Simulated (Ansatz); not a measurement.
## Electronic structure of Ir in real space

Input file:

```
crystal:
  lattice:
    - [2.7513778946, 0.0, 0.0]
    - [-1.3756889473, 2.3827631521, 0.0]
    - [0.0, 0.0, 4.46229]
  atoms:
    - { symbol: Ir, position: [0.6666666667, 0.3333333333, 0.75], spin: 0.75 }
    - { symbol: Ir, position: [0.3333333333, 0.6666666667, 0.25], spin: 0.75 }
magnetization:
  spin_polarized: true
  initial_magnetization: 1.5
  spin_locking: { lock_magnetization: hard }
kpoints:
  mp_grid: { grid: [14, 14, 8] }
scf:
  occupations: { method: fermi_dirac, width: 0.08 }
  lower_state_search: "off"
hamiltonian:
  xc: r2scan
  pseudopotentials: { kind: paw }
output:
  forces: true
  stress: true
  eigenvalues: true
  write_density: true
  write_potential: true
  elf: true
  volumetric_format: npy
```

Launched as:

```sh
ansatz run input.yaml --threads 1 --pin off --max-ram 3072MiB --backend cpu --events-out ev --progress --plain --runs-dir out
```

Below, planes, directions and counts refer to the conventional cell (a = 2.75 Å, b = 2.75 Å, c = 4.46 Å, α = 90.00°, β = 90.00°, γ = 120.00°).

Space group P6₃/mmc; a structure from a database of computed crystals, not necessarily the ambient phase; computed pressure about −4 GPa in this cell; spin-polarised.

All numbers below come from DFT, r2SCAN, PAW with Ansatz's default frozen-core files, scalar-relativistic in Ansatz 0.2.0.

In a PAW calculation such maps are meaningful between the atoms, not at the nuclei.

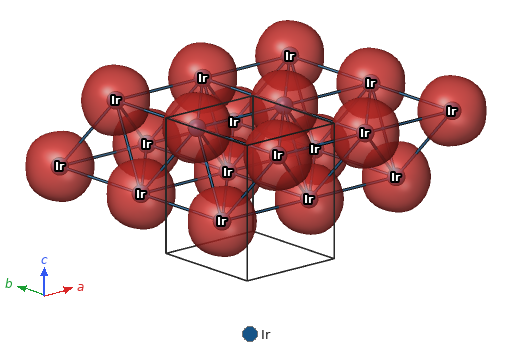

Figure 1. Isosurface of the spin density at +0.06 e/Å³ (red), seen at an oblique angle. Sticks mark near contacts.

Q: Describe the spin distribution.

A: The spin density sits on Ir: +0.7 μB (×2) in one cell of 2 atoms: parallel main moments (a ferromagnetic arrangement) in this solution. The cell of the calculation (2 atoms) carries 1.5 μB of net spin moment.

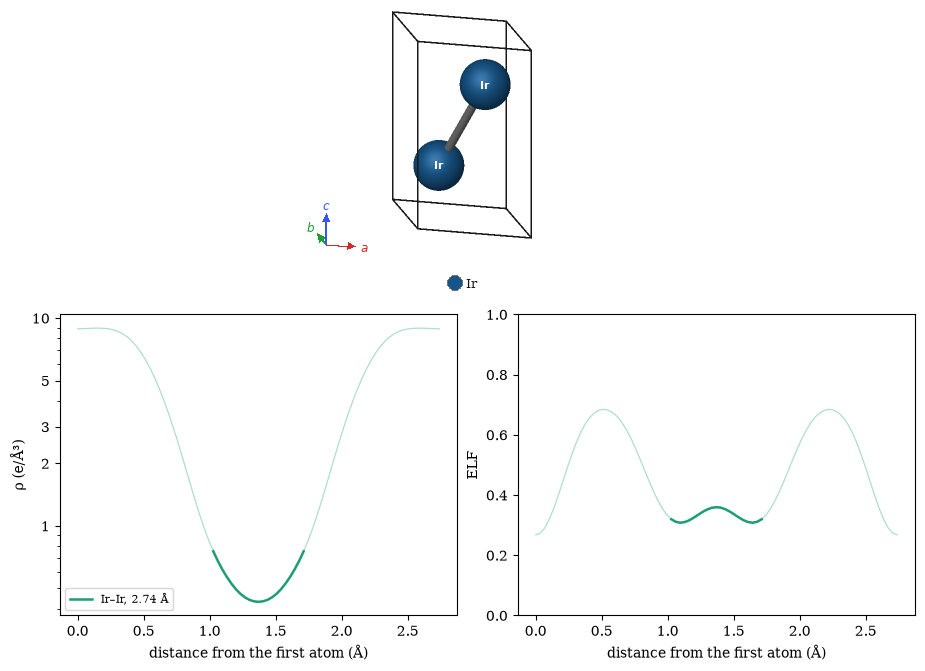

Figure 2. Valence pseudo-density and ELF along straight lines between neighbouring atoms. Thin, pale parts lie inside the atomic spheres. The structure is drawn too.

Q: What can be read from the curves?

A: Ir–Ir (2.74 Å): the density is about 0.43 e/Å³ at the midpoint; the ELF is about 0.35 at the midpoint.

Q: Does the calculation give a band gap?

A: It is metallic or semimetallic at this level of theory: no gap opens.
